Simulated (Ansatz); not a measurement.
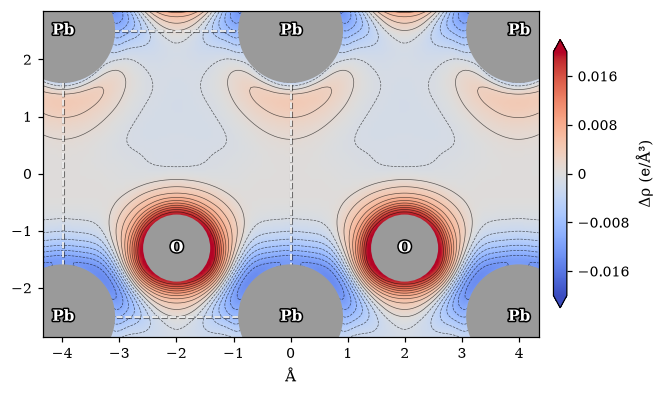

PbO: difference of two self-consistent densities at the same geometry, ρ(r2SCAN) − ρ(PBE), on the (100) plane of the conventional cell. Grey discs cover the cores, where the PAW densities can't be compared. Cores are masked to 0.9 Å (Pb) and 0.6 Å (O).

Space group P4/nmm. Spin-orbit coupling, left out here, splits and shifts the levels of such heavy elements, by tenths of an eV up to several eV.

Both runs: Ansatz, scalar-relativistic, plane waves and PAW, same cutoff, k-points and PAW files (made with PBE).

```yaml
crystal:
  lattice:
    - [3.99000, 0.00000, 0.00000]
    - [0.00000, 3.99000, 0.00000]
    - [0.00000, 0.00000, 5.01000]
  atoms:
    - { symbol: Pb, position: [0.00000, 0.50000, 0.24000] }
    - { symbol: Pb, position: [0.50000, 0.00000, 0.76000] }
    - { symbol: O, position: [0.00000, 0.00000, 0.00000] }
    - { symbol: O, position: [0.50000, 0.50000, 0.00000] }
```

> What differs between the two levels of theory?

Against PBE, and outside the masked cores, the largest gain lies at the edge of the masked core of O, and the largest loss lies at the edge of the masked core of Pb.
Bader charges are Pb +1.16 and O −1.16 e with PBE and Pb +1.22 and O −1.22 e with r2SCAN.
At this volume the pressure is 3 GPa with PBE and 0 GPa with r2SCAN.
The gap on the mesh is 1.15 eV with PBE and 1.46 eV with r2SCAN.
